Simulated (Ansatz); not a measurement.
Al₂O₃

The calculation's input:

```
crystal:
  lattice:
    a: 2.673918
    b: 8.95413
    c: 7.045032
    alpha: 90.0
    beta: 90.0
    gamma: 90.0
  space_group: 63
  setting:
    hermann_mauguin: Cmcm
  atoms:
    - { symbol: Al, position: [0.0, 0.0, 0.0] }
    - { symbol: Al, position: [0.5, 0.253981, 0.25] }
    - { symbol: O, position: [0.0, 0.3668, 0.419938] }
    - { symbol: O, position: [0.0, 0.107339, 0.25] }
  reduce_to_primitive: true
kpoints:
  mp_grid:
    grid: [6, 6, 3]
hamiltonian:
  xc: lda
scf:
  convergence:
    dr2_threshold: 1.0e-08
  occupations:
    method: fixed
output:
  write_density: true
  write_potential: true
  volumetric_format: npy
  elf: true
  dos:
    de: 0.1
    method:
      smearing:
        sigma: 0.1
    projected: true
```

Run with:

```sh
python analyse_al2o3.py
```

Below, planes, directions and counts refer to the conventional cell (a = 2.67 Å, b = 8.95 Å, c = 7.05 Å, α = 90.00°, β = 90.00°, γ = 90.00°).

Space group Cmcm; a structure from a database of computed crystals, not necessarily the ambient phase.

Computed with Ansatz, DFT LDA, plane waves, PAW.

> What will maps of the valence pseudo-density and electron localisation function show?

Al–O (2.01 Å): ρ is about 0.48 e/Å³ halfway; the ELF peaks at about 0.85 in the valence shell of O, 0.7 Å from its nucleus, and is about 0.80 at the midpoint.

> Metal or insulator at this level of theory?

It is gapped, with a Kohn–Sham gap of 4.2 eV on the k-point mesh (the band edges may lie off the mesh, which would make the gap smaller).

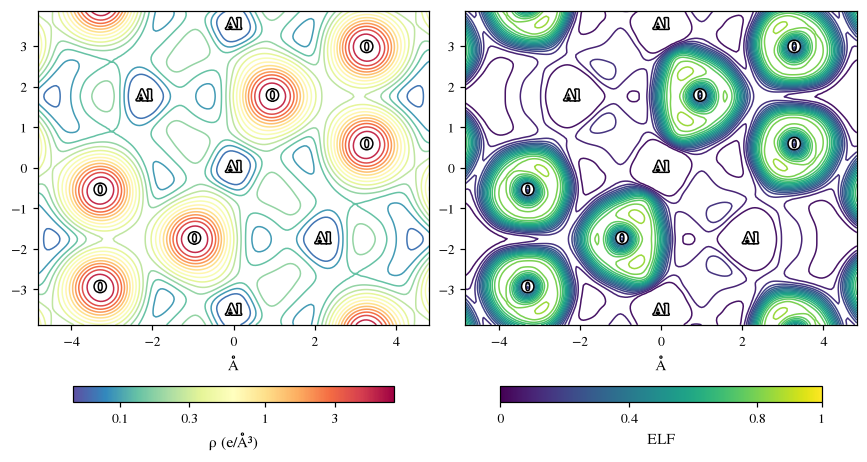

Computed valence pseudo-density and electron localisation function on the (100) plane of the conventional cell, in this order. 
